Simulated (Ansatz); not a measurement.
A series of calculations on HfO2

Part 1: Relaxation

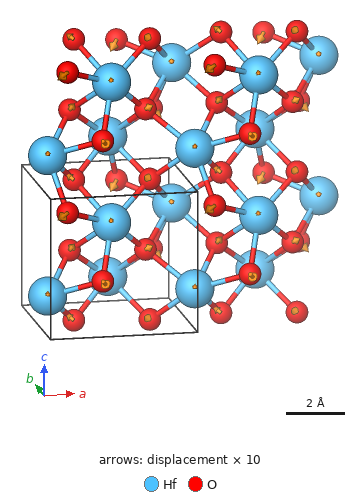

A relaxation of a crystal of HfO₂ (set up in Pca2_1). The starting structure is drawn; orange arrows show the displacements (the part carried along by the change of the cell is left out), 10 times their true length.

Style: ball-and-stick. Shown: the cell of the calculation, repeated 2 × 1 × 2 with one cell outlined, slightly off an axis.

Case: volume × 0.94, shape and atoms relaxed.

All numbers below come from DFT PBE, scalar-relativistic, plane waves, PAW (Ansatz 0.2.0). (plane-wave cutoff 420 eV; k-point mesh 4 × 6 × 6; occupations gaussian; smearing width 0.02 eV; no spin polarisation; cell relaxed at fixed volume; force threshold 0.01 eV/Å; at most 30 steps)

Which element moves most?

Oxygen: up to 0.056 Å, against 0.018 Å for hafnium.

What did the optimiser do to the structure, and how much energy did it gain?

Over 4 accepted moves (5 points after the start) the energy falls by 1.4 meV per atom. Largest force component: 0.094 eV/Å at the start, 0.0023 eV/Å at the end. The pressure goes from 15.55 to 14.19 GPa. The SCF was repeated once at an unchanged geometry on a basis and grid sized afresh for the cell, which shifted the energy by less than 0.05 meV per atom at most. The largest moves relative to the cell, 0.056 Å, are those of O atoms. Largest moves by element: O 0.056 Å, Hf 0.018 Å. The drawn cell changes at constant volume: a 5.182 → 5.190 Å (+0.1 %), b 4.972 → 4.974 Å (+0.1 %), c 4.994 → 4.984 Å (−0.2 %). Near-neighbour distances that change, for instance: Hf–O 2.196 → 2.170 Å, Hf–O 2.125 → 2.147 Å, Hf–Hf 3.419 → 3.408 Å, Hf–O 2.011 → 2.017 Å. The space group stays Pca2_1 (No. 29).

Part 2: Relaxation

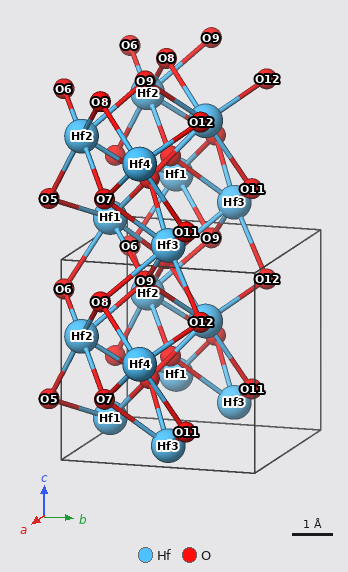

A crystal of HfO2 (set up in Pca2_1), before the relaxation. Style: ball-and-stick. Shown: the cell of the calculation, repeated 2 × 1 × 2 with one cell outlined, slightly off an axis.

Case: volume × 1.06, shape and atoms relaxed.

Computed with Ansatz 0.2.0, DFT PBE, scalar-relativistic, plane waves, PAW.

Input
```yaml
crystal:
  lattice:
    - [5.4179944601, 0.0, 0.0]
    - [0.0, 5.1544267472, 0.0]
    - [0.0, 0.0, 5.1957601476]
  atoms:
    - { symbol: Hf, position: [0.0332828274, 0.2643984624, 0.2357496727] }
    - { symbol: Hf, position: [0.4667171726, 0.2643984624, 0.7357496727] }
    - { symbol: Hf, position: [0.5332828274, 0.7356015376, 0.2357496727] }
    - { symbol: Hf, position: [0.9667171726, 0.7356015376, 0.7357496727] }
    - { symbol: O, position: [0.3622044394, 0.0610286242, 0.3878999095] }
    - { symbol: O, position: [0.1377955606, 0.0610286242, 0.8878999095] }
    - { symbol: O, position: [0.7193074668, 0.4692813227, 0.4893504178] }
    - { symbol: O, position: [0.7806925332, 0.4692813227, 0.9893504178] }
    - { symbol: O, position: [0.2806925332, 0.5307186773, 0.9893504178] }
    - { symbol: O, position: [0.2193074668, 0.5307186773, 0.4893504178] }
    - { symbol: O, position: [0.8622044394, 0.9389713758, 0.3878999095] }
    - { symbol: O, position: [0.6377955606, 0.9389713758, 0.8878999095] }
basis:
  ecutwfc: 420
kpoints:
  mp_grid: { grid: [4, 6, 6] }
hamiltonian:
  xc: pbe
scf:
  occupations: { method: gaussian, width: 0.02 }
output:
  forces: true
  stress: true
  eigenvalues: true
relax:
  adjacent_minimum: "off"
  f_tol: 0.01
  max_steps: 30
  cell: { stress_tol: 0.1, fix: [volume] }
```

Launched with:
```bash
ansatz run input.yaml --threads 4 --pin off --max-ram 10240MiB --backend cpu --events-out ev --progress --plain --runs-dir out
```

### Predict the outcome.

The largest moves relative to the cell, 0.52 Å, are those of O7, O8, O9 and O10. O7 goes roughly along [−3 2 2]. By element the largest moves are O 0.52 Å, Hf 0.26 Å. The drawn cell changes at constant volume: a 5.418 → 5.685 Å (+4.9 %), b 5.154 → 4.921 Å (−4.5 %), c 5.196 → 5.187 Å (−0.2 %). Among the contacts that change: Hf1–O7 2.397 → 3.199 Å, Hf1–Hf2 3.502 → 3.332 Å, Hf1–O9 2.307 → 2.173 Å, Hf1–O8 2.151 → 2.030 Å. Bonds break, among them: Hf1–O7 (2.40 → 3.20 Å), Hf2–O8 (2.40 → 3.20 Å), Hf3–O10 (2.40 → 3.20 Å), Hf4–O9 (2.40 → 3.20 Å). Among the angles between lasting bonds that change: O5–Hf3–O7 119.5° → 97.4°, O7–Hf3–O12 134.2° → 153.7°, Hf1–O8–Hf3 109.4° → 126.8°. The space group (tolerance 0.01 Å) goes from Pca2_1 (No. 29) to Pbcn (No. 60). Over 8 accepted moves (10 points after the start) the energy falls by 24.0 meV per atom. Largest force component: 0.1 eV/Å at the start, 0.0022 eV/Å at the end. The pressure goes from −10.72 to 6.62 GPa. The SCF was repeated twice at an unchanged geometry on a basis and grid sized afresh for the cell, which shifted the energy by 1.4 meV per atom at most.

The end point in the same view:

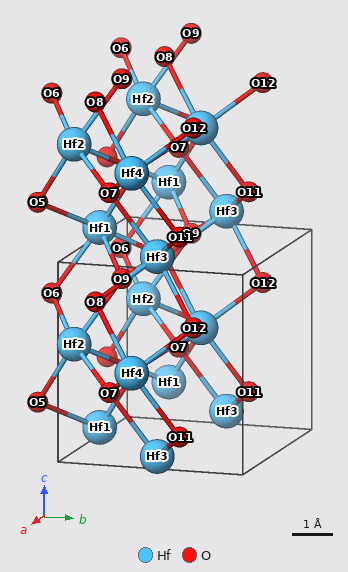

Part 3: A change

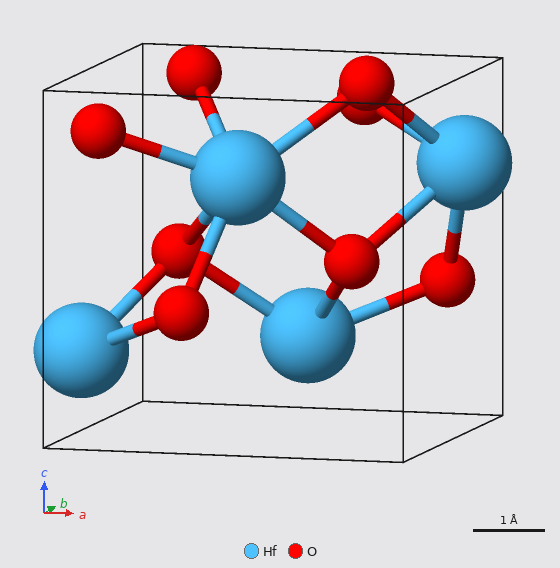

Reference structure: solid HfO$_{2}$ (set up in Pca2_1). A ball-and-stick model of the cell of the calculation, seen slightly off an axis.

These are results of Ansatz 0.2.0, DFT PBE, scalar-relativistic, plane waves, PAW, not measurements. Set-up: plane-wave cutoff 420 eV; k-point mesh 4 × 6 × 6; occupations gaussian; smearing width 0.02 eV; no spin polarisation.

Change: The volume is changed by +6.0 %. The cell's shape and the atoms are relaxed at that volume.

The input:

The input is the one shown above.

### What is the effect?

It lowers the energy by 1.5 meV per atom. Pressure: 0.0 GPa before, 6.6 GPa after. Cell: a 5.294 → 5.685 Å (+7.4 %), b 5.069 → 4.921 Å (−2.9 %), c 5.101 → 5.187 Å (+1.7 %). Volume +6.0 %. The largest moves relative to the cell, 0.58 Å, are those of O7, O8, O9 and O10. O8 goes roughly along [3 2 1]. By element the largest moves are O 0.58 Å, Hf 0.28 Å. Some distances before and after: Hf–O 2.280 → 3.199 Å, Hf–O 2.131 → 2.030 Å, Hf–O 2.259 → 2.173 Å, Hf–O 2.153 → 2.073 to 2.173 Å. Contacts break: Hf1–O7 (2.28 → 3.20 Å), Hf2–O8 (2.28 → 3.20 Å), Hf3–O10 (2.28 → 3.20 Å). The space group (tolerance 0.01 Å) goes from Pca2_1 (No. 29) to Pbcn (No. 60).

The changed structure in the same view:

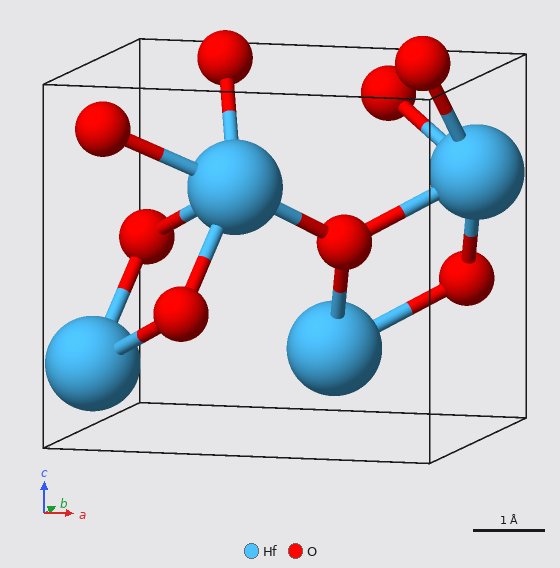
